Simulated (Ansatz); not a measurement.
**ZnS: density, localisation and related maps**

The calculation's input:

```
crystal:
  lattice:
    - [3.8851906793, 0.0, 0.0]
    - [-1.9425953396, 3.3313602246, 0.0]
    - [0.0, 0.0, 12.5902250307]
  atoms:
    - { symbol: Zn, position: [0.0, 0.0, 5.03469e-05] }
    - { symbol: Zn, position: [0.0, 0.0, 0.5000503469] }
    - { symbol: Zn, position: [0.3333333333, 0.6666666667, 0.2500245139] }
    - { symbol: Zn, position: [0.6666666667, 0.3333333333, 0.7500245139] }
    - { symbol: S, position: [0.0, 0.0, 0.1872896977] }
    - { symbol: S, position: [0.0, 0.0, 0.6872896977] }
    - { symbol: S, position: [0.3333333333, 0.6666666667, 0.4376354415] }
    - { symbol: S, position: [0.6666666667, 0.3333333333, 0.9376354415] }
basis:
  ecutwfc: 420
kpoints:
  mp_grid: { grid: [12, 12, 2] }
hamiltonian:
  xc: pbe
scf:
  occupations: { method: gaussian, width: 0.05 }
output:
  forces: true
  stress: true
  eigenvalues: true
  write_density: true
  write_potential: true
  elf: true
  volumetric_format: npy
```

Command:

```sh
ansatz run input.yaml --threads 2 --pin off --max-ram 5120MiB --backend cpu --events-out ev --progress --plain --runs-dir out
```

Below, planes, directions and counts refer to the conventional cell (a = 3.89 Å, b = 6.66 Å, c = 12.59 Å, α = 90.00°, β = 90.00°, γ = 90.00°).

Space group Cmc2₁; changed on purpose from its base cell (strain +0.0100 x Voigt [1, 0, 0, 0, 0, 0], atoms carried along).

Theory: DFT PBE, scalar-relativistic, plane waves, PAW (Ansatz 0.2.0).

The density is the valence pseudo-density of a PAW calculation; it isn't the true density close to the nuclei.

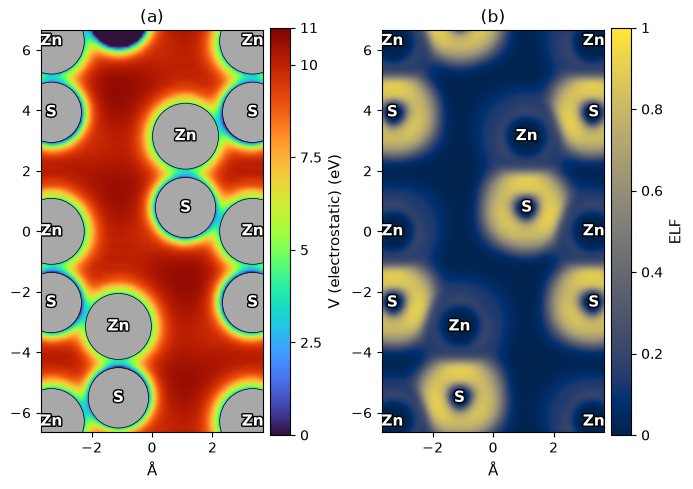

Figure 1. (a) electrostatic potential energy of an electron; (b) ELF on the (100) plane of the conventional cell. Grey discs cover the atomic cores in the potential map.

> Read the bonding off the picture.

- The plane passes through Zn and S nuclei.
- Zn–S (2.36 Å): the ELF peaks at about 0.90 in the valence shell of S, 0.8 Å from its nucleus, and is about 0.55 at the midpoint.
- Outside the cores the potential energy rises away from the atoms and is highest about 2.3 Å from the nearest atoms; its zero is arbitrary.

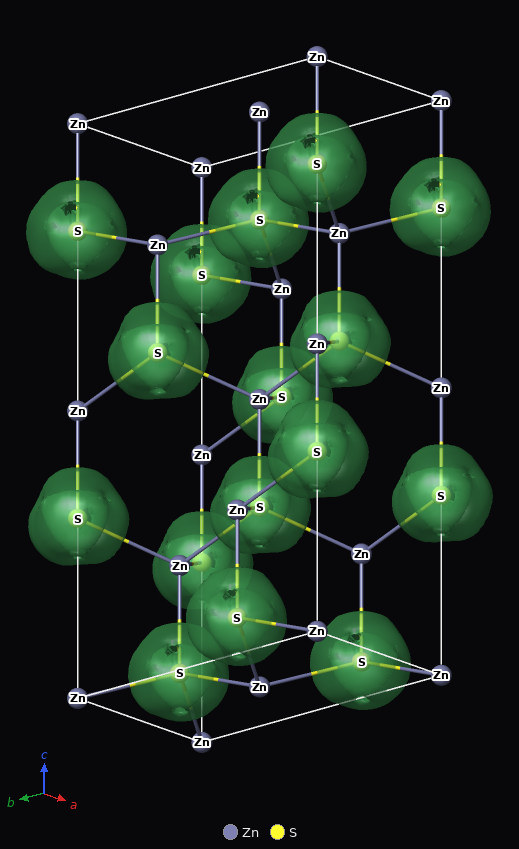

Figure 2. Isosurface of the electron localisation function at 0.8 (green), seen at an oblique angle. Core shells and regions of very low density are left out. Sticks mark near contacts.

> Identify the bonds, lone pairs and shells in this picture.

The surface consists of eight regions wrapped around S (the valence shell of each), counted in one cell of 16 atoms. Any copies at cell faces, edges or corners count once.

> Does the calculation give a band gap?

It is gapped, with a Kohn–Sham gap of 2.0 eV on the k-point mesh, an upper bound to the gap of this method.
